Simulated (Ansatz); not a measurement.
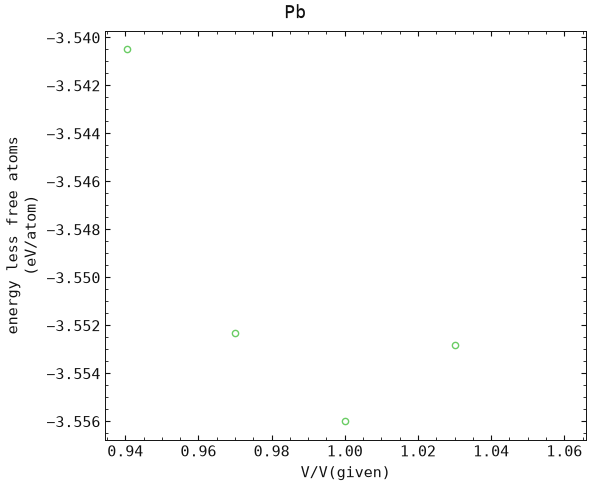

The figure shows the energy less free atoms against V/V(given) for Pb, space group Fm-3m (No. 225).

Starting cell:
```yaml
crystal:
  lattice:
    - [0.00000, 2.52048, 2.52048]
    - [2.52048, 0.00000, 2.52048]
    - [2.52048, 2.52048, 0.00000]
  atoms:
    - { symbol: Pb, position: [0.00000, 0.00000, 0.00000] }
```

Calculation (Ansatz 0.2.0): periodic Kohn-Sham DFT of a crystal at fixed atoms, scaled to the stated factor times the given cell, energy less spherical unpolarised free atoms. Level: PBE, no spin-orbit coupling.

- method: all-electron LAPW
- relativity: scalar
- k mesh: 13×13×13
- occupations: Fermi–Dirac
- smearing width: 0.05 eV
- basis error target: 0.25 (meV/atom)
- nucleus: Gaussian

V(given) is 32.02 Å³/atom.

The point at V/V(given) 1.060 is left out of the plot. What does the calculation give there?

```tsv
V/V(given)	energy less free atoms (eV/atom)
1.060	-3.5438
```

Limits of the calculation: no spin-orbit coupling on heavy atoms.
